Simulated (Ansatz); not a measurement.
**What a change does: single-point calculation on CuO**

System: CuO (P4/nmm, 4 atoms in the cell).
Method of run 1: Kohn-Sham DFT of a periodic cell, PBE, Ansatz PAW, no spin polarisation (Ansatz 0.2.0).

The structure was built on a prototype by a generator; it need not be a known phase. Text and figures count atoms from 1; the logs count them from 0 in places.

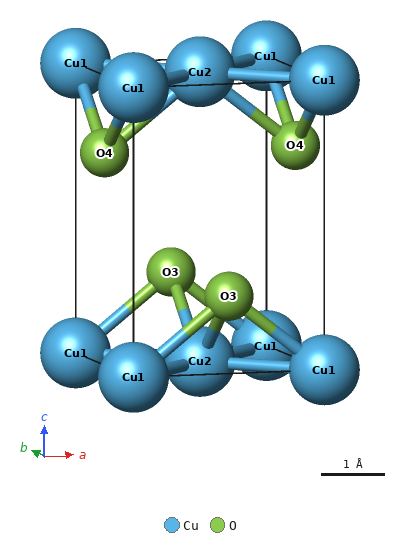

Figure 1. The structure (ball-and-stick view of the cell of the calculation, seen slightly off an axis; atoms are numbered from 1 in the order of the input). Near neighbours in the crystal (not all of them lie inside the picture): Cu has 4 Cu at 2.25 Å and 4 O at 2.02 Å; O has 4 Cu at 2.02 Å.

## Input file, run 1
```yaml
crystal:
  lattice:
    - [3.1754955, 0.0, 0.0]
    - [0.0, 3.1754955, 0.0]
    - [0.0, 0.0, 4.64953187]
  atoms:
    - { symbol: Cu, position: [0.0, 0.0, 0.0] }
    - { symbol: Cu, position: [0.5, 0.5, 0.0] }
    - { symbol: O, position: [0.5, 0.0, 0.267] }
    - { symbol: O, position: [0.0, 0.5, 0.733] }
hamiltonian:
  xc: pbe
  pseudopotentials: { kind: paw }
kpoints:
  mp_grid: { grid: [8, 8, 6] }
scf:
  occupations: { method: fermi_dirac, width: 0.05 }
output:
  forces: true
  stress: true
  eigenvalues: true
  write_density: true
  write_potential: true
  elf: true
  volumetric_format: npy
```

Command:
```bash
ansatz run input.yaml --threads 2 --pin off --max-ram 5120MiB --backend cpu --events-out ev --progress --plain --runs-dir out
```

Hardware: 2 threads of AMD EPYC (Zen 5), 176 GiB of memory available, shared host.

## Output, shortened to warnings, some set-up lines, iterations and results (run 1)
```
Basis set: ecut = 420 eV, 935 PW (Γ), exchange–correlation on 48×48×64 points (8 copies of the dense FFT grid, shifted against one another)
Symmetry: 16 space group operations
k-points: 60 of 384
Initial density: superposition of atomic densities (neutral atoms: chi_scale 0, normalization atom), corrected by the library's trained network
[...]
SCF iter   1: F=—  HF=-14378.985211 eV  |F-HF|=—  |Δ(HF+E_count)|=         —  Δρ=1.77e-2  dr2=1.08e-1  ethr=1.77e-3  ⟨swp⟩=6.0  Hψ=7073  notcnv=0
SCF iter   2: F=—  HF=-14378.976375 eV  |F-HF|=—  |Δ(HF+E_count)|=   8.84e-3  Δρ=8.85e-3  dr2=4.73e-2  ethr=2.16e-4  ⟨swp⟩=2.4  Hψ=3361  notcnv=0
SCF iter   3: F=—  HF=-14378.986773 eV  |F-HF|=—  |Δ(HF+E_count)|=   1.04e-2  Δρ=1.73e-2  dr2=9.06e-2  ethr=9.46e-5  ⟨swp⟩=2.0  Hψ=3403  notcnv=0  recentre
SCF iter   4: F=—  HF=-14378.972084 eV  |F-HF|=—  |Δ(HF+E_count)|=   1.47e-2  Δρ=8.82e-3  dr2=3.19e-2  ethr=9.46e-5  ⟨swp⟩=2.0  Hψ=2796  notcnv=0
SCF iter   5: F=—  HF=-14378.968877 eV  |F-HF|=—  |Δ(HF+E_count)|=   3.21e-3  Δρ=2.80e-3  dr2=3.13e-3  ethr=6.38e-5  ⟨swp⟩=2.0  Hψ=1923  notcnv=0
SCF iter   6: F=—  HF=-14378.968530 eV  |F-HF|=—  |Δ(HF+E_count)|=   3.46e-4  Δρ=1.65e-4  dr2=8.17e-6  ethr=6.26e-6  ⟨swp⟩=1.5  Hψ=2334  notcnv=0
SCF iter   7: F=—  HF=-14378.968573 eV  |F-HF|=—  |Δ(HF+E_count)|=   4.31e-5  Δρ=3.59e-5  dr2=3.04e-7  ethr=1.63e-8  ⟨swp⟩=2.0  Hψ=2837  notcnv=0
SCF iter   8: F=-14378.968574 eV  HF=-14378.968574 eV  |F-HF|=2.94e-8  |Δ(HF+E_count)|=   7.12e-7  Δρ=9.48e-6  dr2=4.07e-8  ethr=2.00e-10  ⟨swp⟩=10.3  Hψ=13655  notcnv=0
SCF 1 converged in 8 iterations: F = -14378.968574 eV  dr2 = 4.07e-8
SCF converged after 8 iterations
Free energy (F): -14378.968574 eV
Harris-Foulkes:  -14378.968574 eV  (|F-HF|=2.94e-8)
Internal energy: -14378.911167 eV  (E = F + TS)
E sigma→0 (E₀):  -14378.939871 eV
Entropy (-TS):   -0.057407 eV (-14.352 meV/atom)
Fermi energy:    8.738791 eV
--- Per-component energies (eV) ---
  E_band       = -1011.429066
  E_kinetic    = 942.039730
  E_local      = -12561.137639  (includes V_loc(G=0)·N_el)
  E_nonlocal   = 881.889046
  E_hartree    = 5556.497069
  E_xc         = -324.357790
  E_vxc        = -416.362160  (∫ρ·V_xc dr)
  E_paw        = -3639.504618  (= ΣΔE_a)
  E_vpaw       = -970.838797  (= ΣTr[D̂ρ^β])
  E_aug_tail   = 0.005552  (compensation charges beyond the density's cutoff)
  E_ewald      = -5234.342517
  E_smearing   = -0.057407  (= −TS)
  E_closure    = 0.000000  (closes the sum)
  Σ components = -14378.968574   (vs F -14378.968574, Δ=0.00e0)
--- Forces (eV/Å), atoms counted from 1 ---
  atom   1  Cu     0.00000000     0.00000000    -0.00000000
  atom   2  Cu    -0.00000000     0.00000000     0.00000000
  atom   3  O      0.00000000     0.00000000    -0.90312856
  atom   4  O     -0.00000000     0.00000000     0.90312856
  max |Σ_I F_I| component: 0.00e0 eV/Å
--- Stress (GPa, compression-positive) ---
       29.314328       0.000000      -0.000000
        0.000000      29.314328      -0.000000
       -0.000000      -0.000000      -8.326471
  P = ⅓ Tr σ = 16.7674 GPa (167.674 kbar)
```

The input of run 2 differs as follows (lines with − go, lines with + come):
```diff
-    - [3.1754955, 0.0, 0.0]
-    - [0.0, 3.1754955, 0.0]
-    - [0.0, 0.0, 4.64953187]
+    - [3.1965258844, 0.0, 0.0]
+    - [0.0, 3.1965258844, 0.0]
+    - [0.0, 0.0, 4.6803243692]
```

Predict how the results change.

With the same functional and potentials, run 2 lies 22.0 meV per atom lower. The pressure goes from 16.77 to 13.30 GPa. The largest force goes from 0.903 to 1.131 eV/Å. The volume per atom goes from 11.72 to 11.96 Å³. The cell is scaled evenly with the atoms at fixed fractional positions, so −ΔP/Δ ln V estimates the bulk modulus midway between the two volumes: about 180 GPa. The number of SCF iterations is the same.

## Output, shortened to warnings, some set-up lines, iterations and results (run 2)
```
Basis set: ecut = 420 eV, 935 PW (Γ), exchange–correlation on 48×48×64 points (8 copies of the dense FFT grid, shifted against one another)
Symmetry: 16 space group operations
k-points: 60 of 384
Initial density: superposition of atomic densities (neutral atoms: chi_scale 0, normalization atom), corrected by the library's trained network
[...]
SCF iter   1: F=—  HF=-14379.072422 eV  |F-HF|=—  |Δ(HF+E_count)|=         —  Δρ=1.71e-2  dr2=1.02e-1  ethr=1.77e-3  ⟨swp⟩=6.0  Hψ=7063  notcnv=0
SCF iter   2: F=—  HF=-14379.063563 eV  |F-HF|=—  |Δ(HF+E_count)|=   8.86e-3  Δρ=8.55e-3  dr2=4.47e-2  ethr=2.05e-4  ⟨swp⟩=2.4  Hψ=3334  notcnv=0
SCF iter   3: F=—  HF=-14379.073543 eV  |F-HF|=—  |Δ(HF+E_count)|=   9.98e-3  Δρ=1.66e-2  dr2=8.52e-2  ethr=8.93e-5  ⟨swp⟩=2.0  Hψ=3395  notcnv=0  recentre
SCF iter   4: F=—  HF=-14379.059868 eV  |F-HF|=—  |Δ(HF+E_count)|=   1.37e-2  Δρ=8.51e-3  dr2=3.05e-2  ethr=8.93e-5  ⟨swp⟩=2.0  Hψ=2795  notcnv=0
SCF iter   5: F=—  HF=-14379.056911 eV  |F-HF|=—  |Δ(HF+E_count)|=   2.96e-3  Δρ=2.73e-3  dr2=2.99e-3  ethr=6.10e-5  ⟨swp⟩=2.0  Hψ=1907  notcnv=0
SCF iter   6: F=—  HF=-14379.056611 eV  |F-HF|=—  |Δ(HF+E_count)|=   3.00e-4  Δρ=1.46e-4  dr2=5.95e-6  ethr=5.98e-6  ⟨swp⟩=1.9  Hψ=2366  notcnv=0
SCF iter   7: F=—  HF=-14379.056620 eV  |F-HF|=—  |Δ(HF+E_count)|=   9.83e-6  Δρ=4.55e-5  dr2=6.25e-7  ethr=1.19e-8  ⟨swp⟩=2.0  Hψ=2981  notcnv=0
SCF iter   8: F=-14379.056621 eV  HF=-14379.056621 eV  |F-HF|=6.13e-9  |Δ(HF+E_count)|=   5.95e-7  Δρ=5.21e-6  dr2=1.39e-8  ethr=2.00e-10  ⟨swp⟩=10.2  Hψ=13642  notcnv=0
SCF 1 converged in 8 iterations: F = -14379.056621 eV  dr2 = 1.39e-8
SCF converged after 8 iterations
Free energy (F): -14379.056621 eV
Harris-Foulkes:  -14379.056621 eV  (|F-HF|=6.13e-9)
Internal energy: -14378.997950 eV  (E = F + TS)
E sigma→0 (E₀):  -14379.027286 eV
Entropy (-TS):   -0.058671 eV (-14.668 meV/atom)
Fermi energy:    8.413692 eV
--- Per-component energies (eV) ---
  E_band       = -1024.153055
  E_kinetic    = 940.926488
  E_local      = -12616.593956  (includes V_loc(G=0)·N_el)
  E_nonlocal   = 881.745590
  E_hartree    = 5578.351053
  E_xc         = -323.903348
  E_vxc        = -415.733845  (∫ρ·V_xc dr)
  E_paw        = -3639.624174  (= ΣΔE_a)
  E_vpaw       = -971.191903  (= ΣTr[D̂ρ^β])
  E_aug_tail   = 0.005453  (compensation charges beyond the density's cutoff)
  E_ewald      = -5199.905056
  E_smearing   = -0.058671  (= −TS)
  E_closure    = 0.000000  (closes the sum)
  Σ components = -14379.056621   (vs F -14379.056621, Δ=0.00e0)
--- Forces (eV/Å), atoms counted from 1 ---
  atom   1  Cu     0.00000000     0.00000000    -0.00000000
  atom   2  Cu    -0.00000000     0.00000000    -0.00000000
  atom   3  O      0.00000000     0.00000000    -1.13080899
  atom   4  O     -0.00000000     0.00000000     1.13080899
  max |Σ_I F_I| component: 0.00e0 eV/Å
--- Stress (GPa, compression-positive) ---
       25.065777       0.000000      -0.000000
        0.000000      25.065777      -0.000000
       -0.000000      -0.000000     -10.237335
  P = ⅓ Tr σ = 13.2981 GPa (132.981 kbar)
```

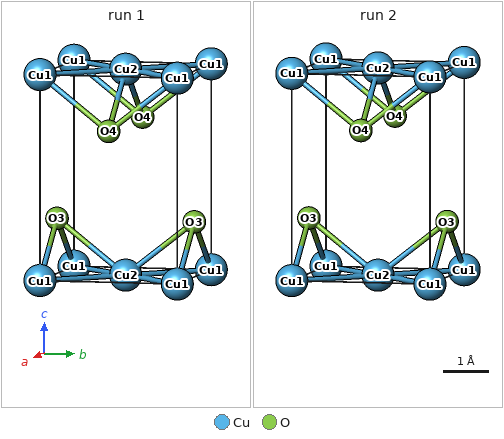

Figure 2. The two input geometries at one scale (ball-and-stick view of the cell of the calculation, seen slightly off an axis). The atoms keep their places relative to the cell (all moves are under 0.005 Å). Cell: a = b 3.175 → 3.197 Å (+0.7 %), c 4.650 → 4.680 Å (+0.7 %). Volume +2.0 %. Among the contacts that change: Cu1–Cu2 2.245 → 2.260 Å, Cu1–O3 2.015 → 2.029 Å.

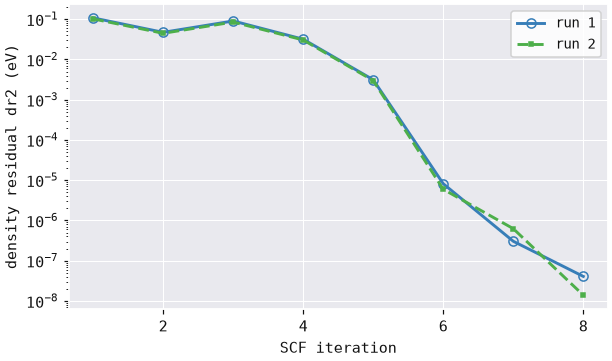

Figure 3. Convergence of the two runs: density residual dr2 against the SCF iteration. Run 1 takes 8 iterations in all, and run 2 takes 8.

## The two runs side by side

```csv
quantity,run 1,run 2
outcome,converged,converged
free energy per atom (eV),−3594.7421,−3594.7642
"energy per atom, smearing taken to zero (eV)",−3594.7350,−3594.7568
gap on the mesh (eV),0.00,0.00
pressure (GPa),16.77,13.30
volume per atom (Å³),11.72,11.96
largest force (eV/Å),0.903,1.131
SCF iterations,8,8
irreducible k-points,60,60
plane waves at Γ,935,935
wall time (shared host),1.3 s,1.4 s
```

For both runs: The run has no spin polarisation, so a magnetic state may lie lower.
